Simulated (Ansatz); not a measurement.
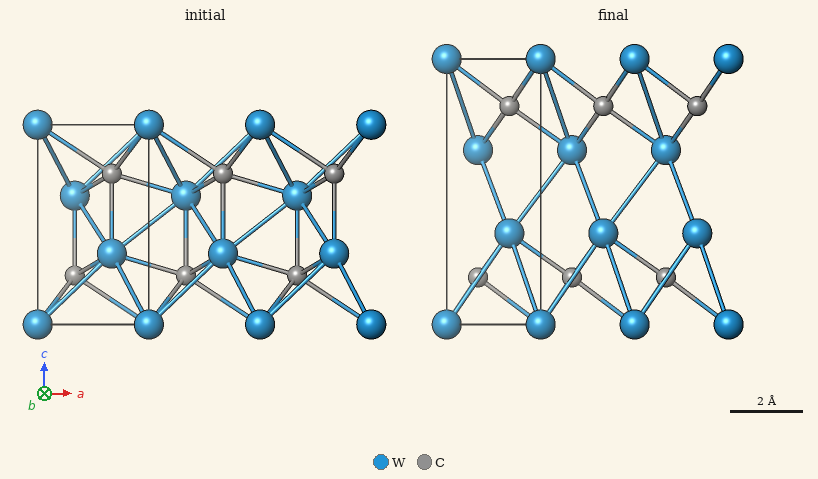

The structure of a crystal of W$_{3}$C$_{2}$ (built on the A-type sesquioxide_164 type) (coarse preliminary run) before (left) and after (right) a relaxation, at one scale.

A ball-and-stick model of the cell of the calculation, repeated 3 × 1 × 1 with one cell outlined, seen along the b axis.

Case: A-type sesquioxide type (P-3m1, No. 164).

Level of theory: Ansatz, DFT PBE, scalar-relativistic, plane waves, PAW.

The input:
```yaml
crystal:
  lattice:
    - [3.5791675554, 0.0, 0.0]
    - [-1.7895837777, 3.0996500274, 0.0]
    - [0.0, 0.0, 5.5686033286]
  atoms:
    - { symbol: W, position: [0.0, 0.0, 0.0] }
    - { symbol: W, position: [0.3333333333, 0.6666666667, 0.645] }
    - { symbol: W, position: [0.6666666667, 0.3333333333, 0.355] }
    - { symbol: C, position: [0.3333333333, 0.6666666667, 0.245] }
    - { symbol: C, position: [0.6666666667, 0.3333333333, 0.755] }
basis:
  ecutwfc: 420
kpoints:
  mp_grid: { grid: [6, 6, 4] }
hamiltonian:
  xc: pbe
scf:
  occupations: { method: gaussian, width: 0.1 }
  lower_state_search: "off"
output:
  forces: true
  stress: true
  eigenvalues: true
relax:
  adjacent_minimum: "off"
  f_tol: 0.04
  max_steps: 70
  cell: { stress_tol: 0.4 }
```

Run as
```bash
ansatz run input.yaml --threads 1 --pin off --max-ram 2560MiB --backend cpu --events-out ev --progress --plain --runs-dir out
```

Question: Summarise the run.

Answer: The largest moves relative to the cell, 0.50 Å, are those of C4 and C5. C4 goes along −c. By element the largest moves are C 0.50 Å, W 0.09 Å. The drawn cell changes as follows: a = b 3.579 → 3.025 Å (−15.5 %), c 5.569 → 7.402 Å (+32.9 %); the volume changes by −5.1 %. Some distances before and after: W2–C4 2.227 → 3.546 Å, W1–W1 3.579 → 3.025 Å, W1–C4 2.476 → 2.185 Å, W2–W3 2.623 → 2.902 Å. Bonds break: W2–C4 (2.23 → 3.55 Å), W3–C5 (2.23 → 3.55 Å). Bond angles that change, for instance: W3–C4–W3 112.3° → 90.2°, W1–C4–W3 75.9° → 91.1°, W1–C4–W3 163.1° → 178.2°. The space group stays P-3m1 (No. 164). Over 15 accepted moves (18 points after the start) the energy falls by 2.842 eV per cell of the calculation. Largest force component: 2.3 eV/Å at the start, 0.0013 eV/Å at the end. Pressure: −2.08 GPa at the start and 0.03 GPa at the end. The line search rejected the trial step at point 12 of the run. The SCF was repeated twice at an unchanged geometry on a basis and grid sized afresh for the cell, which shifted the energy by 0.200 eV per cell of the calculation at most. The run took roughly 100 core-seconds on a shared host.
